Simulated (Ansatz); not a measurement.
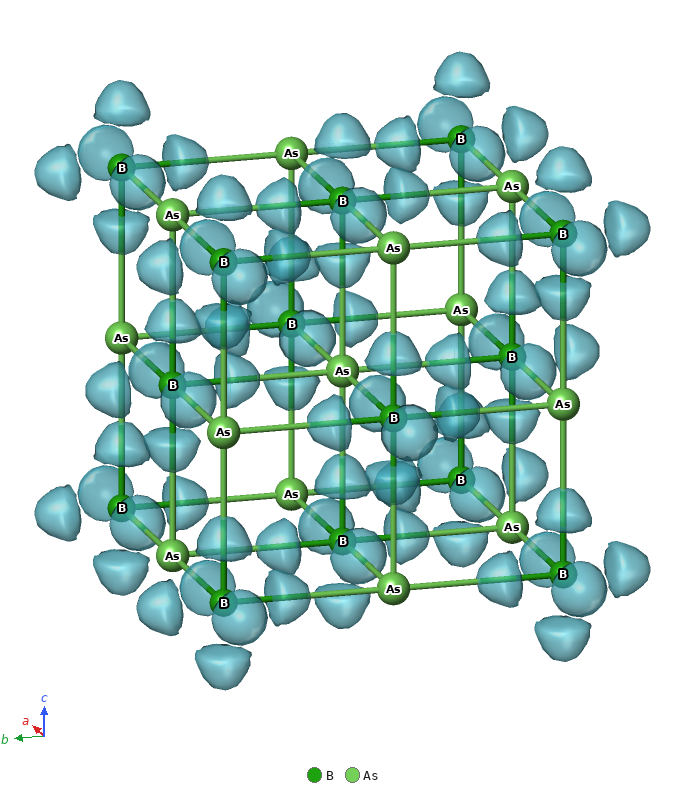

BAs. Isosurface of the electron localisation function at 0.7 (cyan), seen at an oblique angle. Core shells and regions of very low density are left out. Sticks mark near contacts.

Space group Fm-3m; a structure generated by program, which may or may not match a known phase.

Level of theory: Ansatz 0.2.0, DFT PBE, scalar-relativistic, plane waves, PAW.

Core electrons are frozen (PAW), and the valence fields are smoothed inside the atomic spheres.

**Describe the localisation domains.**

At this value the surface marks out 24 regions between bonded As–B atoms, counted in one cell of 8 atoms. Regions shared between cells count once. Profiles from the grid: B–As (2.31 Å): the ELF peaks at about 0.80 between the atoms.
